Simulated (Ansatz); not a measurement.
## Run report: AlCo3, geometry relaxation (part 2 of 2)

Continued. System: AlCo3 (Pm-3m, 4 atoms in the cell). Method: DFT r2SCAN, scalar-relativistic, plane waves, PAW, no spin polarisation (Ansatz 0.2.0); cutoff 500 eV, 12×12×12 k-mesh, Gaussian smearing of 0.1 eV. The structure derives from a Materials Project entry. It belongs to a series of runs on one base structure; here: no spin polarisation.

Geometry of the input (Å; fractional positions):
```
3.5749  0.0000  0.0000
0.0000  3.5749  0.0000
0.0000  0.0000  3.5749
Al 0.0000  0.0000  0.0000
Co 0.5000  0.5000  0.0000
Co 0.5000  0.0000  0.5000
Co 0.0000  0.5000  0.5000
```

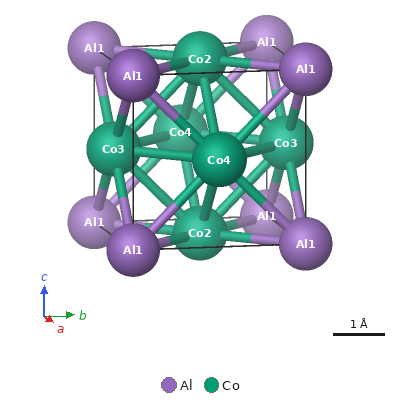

Figure 1. The geometry at step 2 of the log (ball-and-stick view of the cell of the calculation, seen slightly off an axis; atoms are numbered from 1 in the order of the input).

## Log, continued
```
SCF iter   1: F=-15934.739072 eV  HF=-15934.702098 eV  |F-HF|=3.70e-2  |Δ(HF+E_count)|=         —  Δρ=8.19e-3  dr2=1.75e-2  dr2_τ=7.75e-2  ethr=3.06e-5  ⟨swp⟩=1.0  Hψ=13014  notcnv=0
preconditioner: auto → Kerker (q_TF=auto, 2.838 Å⁻¹)  [metal: Δε(μ)=0.002 eV  Ē_g=5.988 eV  σ=0.100 eV  W_gap=0.01  n_scr=18 (ndim 8)  ℏωp=31.1 eV  f_vac=0.000  D(μ)=6.36/eV (n_scr^D=92)]
SCF iter   2: F=-15934.743363 eV  HF=-15934.756058 eV  |F-HF|=1.27e-2  |Δ(HF+E_count)|=   5.40e-2  Δρ=7.90e-3  dr2=1.31e-2  dr2_τ=1.38e-4  ethr=3.06e-5  ⟨swp⟩=2.0  Hψ=5880  notcnv=0
SCF iter   3: F=-15934.753796 eV  HF=-15934.753910 eV  |F-HF|=1.14e-4  |Δ(HF+E_count)|=   2.15e-3  Δρ=1.69e-3  dr2=4.41e-4  dr2_τ=2.81e-5  ethr=2.42e-5  ⟨swp⟩=2.0  Hψ=4487  notcnv=0
SCF iter   4: F=-15934.754029 eV  HF=-15934.754086 eV  |F-HF|=5.65e-5  |Δ(HF+E_count)|=   1.76e-4  Δρ=5.78e-4  dr2=1.15e-4  dr2_τ=3.45e-6  ethr=8.17e-7  ⟨swp⟩=2.0  Hψ=5391  notcnv=0
SCF iter   5: F=-15934.754021 eV  HF=-15934.754063 eV  |F-HF|=4.14e-5  |Δ(HF+E_count)|=   2.30e-5  Δρ=3.60e-4  dr2=4.47e-5  dr2_τ=4.11e-7  ethr=2.13e-7  ⟨swp⟩=1.0  Hψ=2773  notcnv=0
SCF iter   6: F=-15934.754051 eV  HF=-15934.754055 eV  |F-HF|=4.45e-6  |Δ(HF+E_count)|=   7.70e-6  Δρ=2.07e-4  dr2=8.55e-6  dr2_τ=1.70e-7  ethr=8.27e-8  ⟨swp⟩=2.0  Hψ=3993  notcnv=0
SCF iter   7: F=-15934.754049 eV  HF=-15934.754055 eV  |F-HF|=5.98e-6  |Δ(HF+E_count)|=   2.29e-7  Δρ=1.99e-4  dr2=8.79e-6  dr2_τ=1.84e-7  ethr=1.58e-8  ⟨swp⟩=1.0  Hψ=2772  notcnv=0
SCF iter   8: F=-15934.754053 eV  HF=-15934.754054 eV  |F-HF|=1.58e-6  |Δ(HF+E_count)|=   8.34e-7  Δρ=9.81e-5  dr2=2.10e-6  dr2_τ=3.52e-8  ethr=1.58e-8  ⟨swp⟩=1.0  Hψ=2772  notcnv=0
SCF iter   9: F=-15934.754054 eV  HF=-15934.754054 eV  |F-HF|=2.02e-7  |Δ(HF+E_count)|=   2.37e-7  Δρ=3.68e-5  dr2=2.99e-7  dr2_τ=5.08e-9  ethr=7.41e-10  ⟨swp⟩=3.0  Hψ=10396  notcnv=0
the search or the solves at the SCF's close seem to have found levels that the self-consistency loop had missed (the run counts 1). By its estimate they hold under 1e-12 electrons; where the run keeps them, the occupations were computed again with them
SCF 3 converged in 9 iterations: F = -15934.754054 eV  dr2 = 2.99e-7
relax step   3: F+E_penalty+E_count = -15934.75405391 eV  Δ(F+E_penalty+E_count) = -1.950e-2 eV  max|allowed force component| = 2.842e-29 eV/Å  Δτ_max = 0.0000 Å  P = +0.713 GPa  Ω = 42.645 Å³  energy of the carried Pulay correction = +1.793e-3 eV  (9 SCF iters, dr2 threshold 4.00e-7 eV, accepted)
Crystal: 4 atoms, lattice volume = 42.776 Å³
iter 1 solved again at ethr=3.69e-7 eV; its pass at ethr=3.10e-3 eV (dr2=1.99e-4 eV) is discarded
SCF iter   1: F=-15934.754073 eV  HF=-15934.753627 eV  |F-HF|=4.47e-4  |Δ(HF+E_count)|=         —  Δρ=9.14e-4  dr2=2.20e-4  dr2_τ=9.47e-4  ethr=3.69e-7  ⟨swp⟩=2.0  Hψ=12412  notcnv=0
preconditioner: auto → Kerker (q_TF=auto, 2.836 Å⁻¹)  [metal: Δε(μ)=0.010 eV  Ē_g=5.960 eV  σ=0.100 eV  W_gap=0.06  n_scr=18 (ndim 8)  ℏωp=31.1 eV  f_vac=0.001  D(μ)=6.30/eV (n_scr^D=92)]
SCF iter   2: F=-15934.754116 eV  HF=-15934.754295 eV  |F-HF|=1.79e-4  |Δ(HF+E_count)|=   6.69e-4  Δρ=9.40e-4  dr2=1.86e-4  dr2_τ=1.70e-6  ethr=3.69e-7  ⟨swp⟩=2.0  Hψ=5055  notcnv=0
SCF iter   3: F=-15934.754260 eV  HF=-15934.754265 eV  |F-HF|=5.19e-6  |Δ(HF+E_count)|=   2.99e-5  Δρ=2.49e-4  dr2=1.02e-5  dr2_τ=6.39e-7  ethr=3.45e-7  ⟨swp⟩=2.1  Hψ=3639  notcnv=0
SCF iter   4: F=-15934.754267 eV  HF=-15934.754267 eV  |F-HF|=4.15e-7  |Δ(HF+E_count)|=   1.76e-6  Δρ=5.58e-5  dr2=1.07e-6  dr2_τ=3.55e-8  ethr=1.88e-8  ⟨swp⟩=2.0  Hψ=5053  notcnv=0
SCF iter   5: F=-15934.754267 eV  HF=-15934.754267 eV  |F-HF|=5.26e-7  |Δ(HF+E_count)|=   6.06e-8  Δρ=4.13e-5  dr2=5.71e-7  dr2_τ=5.79e-9  ethr=7.41e-10  ⟨swp⟩=5.0  Hψ=10882  notcnv=0
SCF iter   6: F=-15934.754267 eV  HF=-15934.754267 eV  |F-HF|=8.12e-8  |Δ(HF+E_count)|=   9.25e-8  Δρ=2.56e-5  dr2=1.37e-7  dr2_τ=2.37e-9  ethr=7.41e-10  ⟨swp⟩=5.0  Hψ=10768  notcnv=0
SCF 4 converged in 6 iterations: F = -15934.754267 eV  dr2 = 1.37e-7
relax step   4: F+E_penalty+E_count = -15934.75426700 eV  Δ(F+E_penalty+E_count) = -2.131e-4 eV  max|allowed force component| = 2.643e-29 eV/Å  Δτ_max = 0.0000 Å  P = +0.002 GPa  Ω = 42.776 Å³  energy of the carried Pulay correction = +1.713e-3 eV  (6 SCF iters, dr2 threshold 4.00e-7 eV, accepted)
Initial wavefunctions: pseudopotential atomic-orbital guess (no wavefunctions were taken with the density)
iter 1 solved again at ethr=5.90e-8 eV; its pass at ethr=3.10e-3 eV (dr2=3.18e-5 eV) is discarded
SCF iter   1: F=-15934.752960 eV  HF=-15934.752963 eV  |F-HF|=2.79e-6  |Δ(HF+E_count)|=         —  Δρ=1.48e-4  dr2=1.82e-6  dr2_τ=6.39e-6  ethr=5.90e-8  ⟨swp⟩=4.0  Hψ=19475  notcnv=0
preconditioner: auto → Kerker (q_TF=auto, 2.836 Å⁻¹)  [metal: Δε(μ)=0.010 eV  Ē_g=5.962 eV  σ=0.100 eV  W_gap=0.06  n_scr=18 (ndim 8)  ℏωp=31.1 eV  f_vac=0.001  D(μ)=6.30/eV (n_scr^D=92)]
SCF iter   2: F=-15934.752953 eV  HF=-15934.752963 eV  |F-HF|=9.65e-6  |Δ(HF+E_count)|=   4.89e-7  Δρ=2.55e-4  dr2=1.71e-5  dr2_τ=8.59e-7  ethr=3.38e-9  ⟨swp⟩=2.0  Hψ=5095  notcnv=0
SCF iter   3: F=-15934.752957 eV  HF=-15934.752962 eV  |F-HF|=5.02e-6  |Δ(HF+E_count)|=   4.42e-7  Δρ=1.44e-4  dr2=3.32e-6  dr2_τ=2.89e-7  ethr=3.38e-9  ⟨swp⟩=2.0  Hψ=5095  notcnv=0
SCF iter   4: F=-15934.752961 eV  HF=-15934.752961 eV  |F-HF|=8.29e-8  |Δ(HF+E_count)|=   1.25e-6  Δρ=3.33e-5  dr2=1.44e-7  dr2_τ=1.02e-8  ethr=3.38e-9  ⟨swp⟩=2.0  Hψ=4427  notcnv=0
SCF iter   5: F=-15934.752961 eV  HF=-15934.752961 eV  |F-HF|=3.39e-9  |Δ(HF+E_count)|=   1.49e-7  Δρ=7.18e-6  dr2=9.72e-9  dr2_τ=2.11e-9  ethr=2.66e-10  ⟨swp⟩=2.0  Hψ=5058  notcnv=0
SCF iter   6: F=-15934.752961 eV  HF=-15934.752961 eV  |F-HF|=8.00e-11  |Δ(HF+E_count)|=   2.07e-9  Δρ=7.94e-7  dr2=1.32e-10  dr2_τ=3.50e-11  ethr=1.80e-11  ⟨swp⟩=2.0  Hψ=3800  notcnv=0
SCF iter   7: F=-15934.752961 eV  HF=-15934.752961 eV  |F-HF|=3.64e-12  |Δ(HF+E_count)|=  1.09e-10  Δρ=2.34e-7  dr2=7.96e-12  dr2_τ=7.00e-13  ethr=1.00e-12  ⟨swp⟩=4.9  Hψ=10585  notcnv=0
SCF 5 converged in 7 iterations: F = -15934.752961 eV  dr2 = 7.96e-12
relax step   5: F+E_penalty+E_count = -15934.75296116 eV  Δ(F+E_penalty+E_count) = +1.306e-3 eV  max|allowed force component| = 2.328e-29 eV/Å  Δτ_max = 0.0000 Å  P = -0.045 GPa  Ω = 42.776 Å³  stress off target by 4.53e-2 GPa  SCF on the basis re-selected at this cell (its energy is not comparable with the rows above)  (7 SCF iters)
basis re-selected at this cell: Δ(F+E_penalty+E_count) = +1.306e-3 eV, ΔP = -0.047 GPa vs the last step (what re-selecting the basis moved, of the pressure what is left beyond the Pulay correction that the steps carried, after the strain that the cell walked since its last selection, with what the two solves' SCF thresholds leave and, on support functions, any second-order correction that the steps lacked; it is no measure of the basis error at this ecutwfc). This SCF's stress stands 4.53e-2 GPa from its target on what of the cell is left free (relax.cell.stress_tol is 5.00e-2 GPa) and its largest allowed force component is 2.33e-29 eV/Å (relax.f_tol is 1.00e-2 eV/Å): within both
SCF converged after 7 iterations
Free energy (F): -15934.752961 eV
Harris-Foulkes:  -15934.752961 eV  (|F-HF|=3.64e-12)
Internal energy: -15934.721444 eV  (E = F + TS)
E sigma→0 (E₀):  -15934.737202 eV
Entropy (-TS):   -0.031517 eV (-7.879 meV/atom)
Fermi energy:    16.890090 eV
--- Per-component energies (eV) ---
  E_band       = -829.218221
  E_kinetic    = 1400.172057
  E_local      = -9784.247316  (includes V_loc(G=0)·N_el)
  E_nonlocal   = 1380.048763
  E_hartree    = 4194.420038
  E_xc         = -513.451011
  E_vxc        = -727.271118  (∫ρ·V_xc dr)
  E_paw        = -5047.526799  (= ΣΔE_a)
  E_vpaw       = -1532.978793  (= ΣTr[D̂ρ^β])
  E_aug_tail   = 0.000111  (compensation charges beyond the density's cutoff)
  E_vtau       = 46.218161  (kinetic-family band-sum trace: ∫τ·v_τ [+ j·A + Jᵃ·Aᵃ] dr)
  E_ewald      = -7563.191561
  E_core_change = -0.945727  (= ΣΔE_core)
  E_smearing   = -0.031517  (= −TS)
  E_closure    = -0.000000  (closes the sum)
  Σ components = -15934.752961   (vs F -15934.752961, Δ=0.00e0)
--- Forces (eV/Å), atoms counted from 1 ---
  atom   1  Al     0.00000000     0.00000000     0.00000000
  atom   2  Co    -0.00000000    -0.00000000     0.00000000
  atom   3  Co     0.00000000     0.00000000     0.00000000
  atom   4  Co     0.00000000    -0.00000000     0.00000000
  max |Σ_I F_I| component: 2.73e-29 eV/Å
--- Stress (GPa, compression-positive) ---
       -0.045279       0.000000       0.000000
        0.000000      -0.045279       0.000000
        0.000000       0.000000      -0.045279
  P = ⅓ Tr σ = -0.0453 GPa (-0.453 kbar)
--- Band table (eV; the first three rows and the last of 84) ---
  k-point 0: bands = ["-81.2352", "-81.1753", "-81.1753", "-43.1683", "-43.1683", "-43.1683", "-43.0237", "-43.0237", "-43.0237", "-42.9210", "-42.9210", "-42.9210", "6.2279", "12.0882", "13.0866", "13.0866", "13.6130", "13.6130", "13.6130", "15.9937", "15.9937", "15.9937", "16.9016", "16.9016", "17.5513", "17.8915", "17.8915", "17.8915", "17.9925", "17.9925", "17.9925", "24.8409", "24.8409"]
  k-point 1: bands = ["-81.2343", "-81.1762", "-81.1753", "-43.1659", "-43.1659", "-43.1645", "-43.0244", "-43.0244", "-43.0239", "-42.9254", "-42.9228", "-42.9228", "6.3217", "12.1244", "13.0226", "13.1524", "13.6272", "13.6272", "13.6401", "15.9230", "15.9230", "15.9622", "16.8372", "16.9024", "17.4358", "17.4358", "17.5102", "17.6878", "17.8916", "18.5815", "18.5815", "24.8111", "25.1096"]
  k-point 2: bands = ["-81.2316", "-81.1788", "-81.1753", "-43.1590", "-43.1590", "-43.1533", "-43.0265", "-43.0265", "-43.0245", "-42.9383", "-42.9276", "-42.9276", "6.6003", "12.1900", "12.8332", "13.3431", "13.6672", "13.6672", "13.7183", "15.7441", "15.7441", "15.8722", "16.6052", "16.9013", "17.0500", "17.0500", "17.0899", "17.3902", "17.8919", "19.3445", "19.3445", "24.7249", "25.4057"]
  k-point 83: bands = ["-81.1949", "-81.1949", "-81.1949", "-43.2378", "-43.1533", "-43.1533", "-43.1533", "-42.9397", "-42.9397", "-42.9397", "-42.9240", "-42.9240", "10.7651", "12.8692", "12.8692", "12.8692", "14.7280", "14.7280", "14.7280", "15.2373", "15.2373", "15.2373", "15.9220", "15.9220", "15.9220", "16.3523", "16.3523", "16.7685", "17.6260", "17.6260", "17.6260", "21.6805", "22.4107"]
--- Relaxed structure (4 steps of the walk, 4 accepted, 1 SCFs on fresh bases) ---
  F+E_penalty+E_count = -15934.75296116 eV   max|allowed force component| = 2.328e-29 eV/Å   (the final SCF, on the basis selected at the relaxed cell)
  cell:  # Å, volume = 42.7762 Å³
    - [3.4973102932041122, 2.407412430484045e-35, -1.7654357823549666e-34]
    - [-1.0432120532097527e-34, 3.4973102932041127, 0.0]
    - [-5.617295671129438e-34, 0.0, 3.4973102932041127]
  atoms:
    - { symbol: Al, position: [3.9282359290984824e-36, -5.486661424388996e-48, -5.752059753148618e-36] }
    - { symbol: Co, position: [0.5, 0.5, 3.22676522736968e-36] }
    - { symbol: Co, position: [0.5, 5.014574329957225e-47, 0.5] }
    - { symbol: Co, position: [-5.0505890515627026e-36, 0.5, 0.5] }
```

## Trajectory as extended XYZ (Å, eV, eV/Å), 5 frames, from step=1 to step=5
```
4
Lattice="3.5749 0.0000 0.0000 0.0000 3.5749 0.0000 0.0000 0.0000 3.5749" Properties=species:S:1:pos:R:3:forces:R:3 step=1 energy=-15934.62575 pressure_GPa=-13.14
Al    0.0000    0.0000    0.0000    0.0000   0.0000   0.0000
Co    1.7875    1.7875    0.0000    0.0000   0.0000   0.0000
Co    1.7875    0.0000    1.7875    0.0000   0.0000   0.0000
Co    0.0000    1.7875    1.7875    0.0000   0.0000   0.0000
4
Lattice="3.5267 0.0000 0.0000 0.0000 3.5267 0.0000 0.0000 0.0000 3.5267" Properties=species:S:1:pos:R:3:forces:R:3 step=2 energy=-15934.73455 pressure_GPa=-5.49
Al    0.0000    0.0000    0.0000    0.0000   0.0000   0.0000
Co    1.7634    1.7634    0.0000    0.0000   0.0000   0.0000
Co    1.7634    0.0000    1.7634    0.0000   0.0000   0.0000
Co    0.0000    1.7634    1.7634    0.0000   0.0000   0.0000
4
Lattice="3.4937 0.0000 0.0000 0.0000 3.4937 0.0000 0.0000 0.0000 3.4937" Properties=species:S:1:pos:R:3:forces:R:3 step=3 energy=-15934.75405 pressure_GPa=0.71
Al    0.0000    0.0000    0.0000    0.0000   0.0000   0.0000
Co    1.7469    1.7469    0.0000    0.0000   0.0000   0.0000
Co    1.7469    0.0000    1.7469    0.0000   0.0000   0.0000
Co    0.0000    1.7469    1.7469    0.0000   0.0000   0.0000
4
Lattice="3.4973 0.0000 0.0000 0.0000 3.4973 0.0000 0.0000 0.0000 3.4973" Properties=species:S:1:pos:R:3:forces:R:3 step=4 energy=-15934.75427 pressure_GPa=0.00
Al    0.0000    0.0000    0.0000    0.0000   0.0000   0.0000
Co    1.7487    1.7487    0.0000    0.0000   0.0000   0.0000
Co    1.7487    0.0000    1.7487    0.0000   0.0000   0.0000
Co    0.0000    1.7487    1.7487    0.0000   0.0000   0.0000
4
Lattice="3.4973 0.0000 0.0000 0.0000 3.4973 0.0000 0.0000 0.0000 3.4973" Properties=species:S:1:pos:R:3:forces:R:3 step=5 energy=-15934.75296 pressure_GPa=-0.05
Al    0.0000    0.0000    0.0000    0.0000   0.0000   0.0000
Co    1.7487    1.7487    0.0000    0.0000   0.0000   0.0000
Co    1.7487    0.0000    1.7487    0.0000   0.0000   0.0000
Co    0.0000    1.7487    1.7487    0.0000   0.0000   0.0000
```

## Results in brief

| quantity | value |
| --- | --- |
| outcome | converged |
| space group (tolerance 0.01 Å) | Pm-3m (221) |
| electrons treated | 54 |
| free energy | −15934.7530 eV |
| Fermi energy | 16.890 eV |
| gap on the k-point mesh | none (metallic) |
| pressure | −0.05 GPa |
| final volume | 42.78 Å³ |
| largest force (length of the vector) at the end | under 0.001 eV/Å |
| final cell | a = 3.497 Å, b = 3.497 Å, c = 3.497 Å, α = 90.00°, β = 90.00°, γ = 90.00° |
| hardware | 1 thread of Intel Xeon @ 2.50GHz (Skylake/Cascade Lake), 189 GiB of memory available, shared host |
| wall time | 3 min |
| peak memory | 0.53 GiB |

## Notes

The run has no spin polarisation, so a magnetic state may lie lower.
